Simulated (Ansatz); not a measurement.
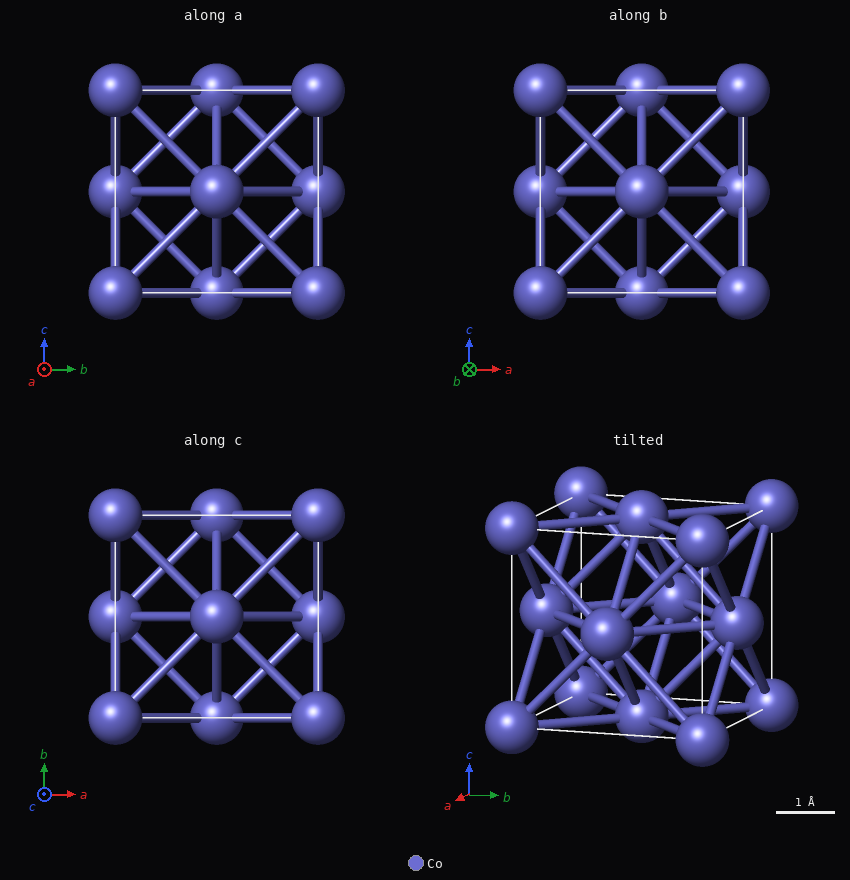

Shown here is a ball-and-stick view of the crystal, taken along the a axis, along the b axis, along the c axis and slightly off an axis. The lines enclose the conventional unit cell; boundary atoms appear with their images.

Lattice parameters: a = 3.5089 Å, b = 3.5089 Å, c = 3.5089 Å, α = 90.000°, β = 90.000°, γ = 90.000°.

**Transcribe the picture into a CIF with its space group and independent sites.**

```cif
data_structure
_symmetry_space_group_name_H-M 'F m -3 m'
_symmetry_Int_Tables_number 225
_cell_length_a 3.5089
_cell_length_b 3.5089
_cell_length_c 3.5089
_cell_angle_alpha 90.000
_cell_angle_beta 90.000
_cell_angle_gamma 90.000
_cell_volume 43.20
loop_
_atom_site_label
_atom_site_type_symbol
_atom_site_symmetry_multiplicity
_atom_site_Wyckoff_symbol
_atom_site_fract_x
_atom_site_fract_y
_atom_site_fract_z
_atom_site_occupancy
Co1 Co 4 a 0.0000 0.0000 0.0000 1
```

The cell started as a structure type filled with this element by a generator (whether the element takes this form wasn't checked). The picture shows the end point of a geometry optimisation with Ansatz 0.2.0, DFT, BLYP, plane waves (420 eV) with PAW, scalar-relativistic.
